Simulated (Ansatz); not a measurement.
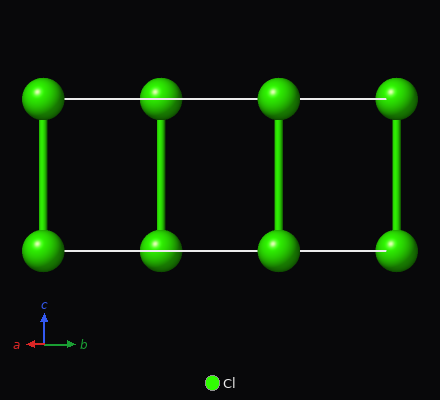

Cl (P6/mmm, No. 191): the geometry relaxed with Ansatz 0.2.0, DFT r2SCAN, scalar-relativistic, plane waves, PAW; the starting structure was generated, so it need not be a known form of this composition.

```cif
data_structure
_symmetry_space_group_name_H-M 'P6/mmm'
_symmetry_Int_Tables_number 191
_cell_length_a 3.5775
_cell_length_b 3.5775
_cell_length_c 2.3068
_cell_angle_alpha 90.000
_cell_angle_beta 90.000
_cell_angle_gamma 120.000
_cell_volume 25.57
loop_
_atom_site_label
_atom_site_type_symbol
_atom_site_symmetry_multiplicity
_atom_site_Wyckoff_symbol
_atom_site_fract_x
_atom_site_fract_y
_atom_site_fract_z
_atom_site_occupancy
Cl1 Cl 1 a 0.00000 0.00000 0.00000 1
```

What will a dark-field STEM-like image along [210] show? Simulated incoherent Z contrast: every atom adds Z^1.8 spread by a probe of 1.11 Å full width; channelling and multiple scattering are left out. The probe carries 25 % of its weight in a tail 2.5 times as wide. The speckle of an amorphous layer was added.

The columns repeat on a rectangular net of 1.79 × 2.31 Å (plane group p2mm). All columns are alike (Cl). The shortest distance between visible columns is 1.79 Å in projection. Along the beam the structure repeats every 6.20 Å.

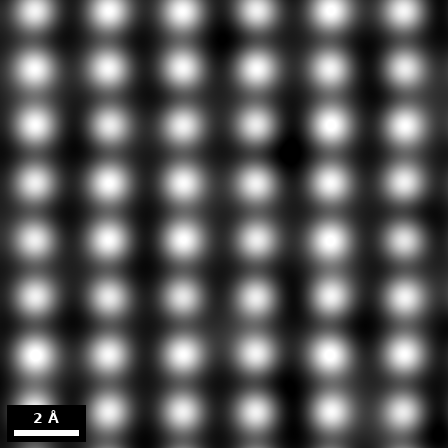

The simulated image.
